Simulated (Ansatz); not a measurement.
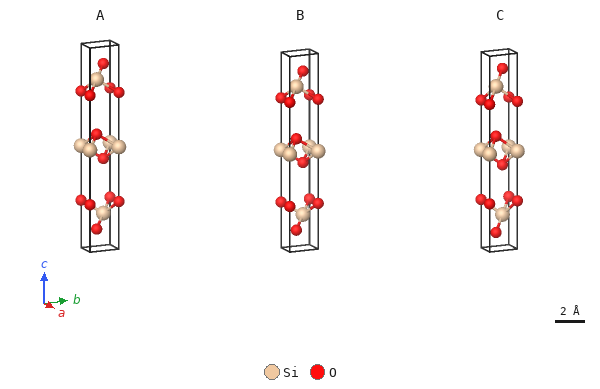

3 geometries from one relaxation of a crystal of SiO₂ (a generated structure, set up in R-3m) (coarse preliminary run), in shuffled order. The picture is a ball-and-stick view of the conventional cell (3 times the calculation's cell), seen slightly off an axis. Lengths and directions refer to the drawn axes.

The calculation used Ansatz 0.2.0, DFT PBE+D3(BJ), scalar-relativistic, plane waves, PAW. Set-up: plane-wave cutoff 420 eV; k-point mesh 6 × 6 × 6; occupations gaussian; smearing width 0.1 eV; no spin polarisation; cell and atoms relaxed; force threshold 0.04 eV/Å; at most 70 steps.

Q: Order the frames from highest to lowest energy.

A: C, A, B. They are steps 0, 1, 4, at +234 meV per atom, +38.8 meV per atom relative to the last. The largest moves relative to the cell, 0.17 Å, are those of O atoms. Si stays in place. Cell: a = b 2.631 → 2.686 Å (+2.1 %), c 13.656 → 13.634 Å (−0.2 %). Volume +4.1 %. Near-neighbour distances that change, for instance: O–Si 1.866 → 1.801 Å. Among the angles between lasting bonds that change: O–Si–O 90.3° → 83.5°, Si–O–Si 89.7° → 96.5°, O–Si–O 89.7° → 96.5°. The space group stays R-3m (No. 166). Over 3 accepted moves (4 points after the start) the energy falls by 234 meV per atom. The largest force component goes from 4 to 0.0039 eV/Å. Pressure: −12.51 GPa at the start and 0.32 GPa at the end. The SCF was repeated once at an unchanged geometry on a basis and grid sized afresh for the cell, which shifted the energy by 2.5 meV per atom at most. Cost: 3.6 s on 1 thread of AMD EPYC 7R43 64-Core Processor (Zen 3), with other jobs on the host, peak memory 0.34 GiB.
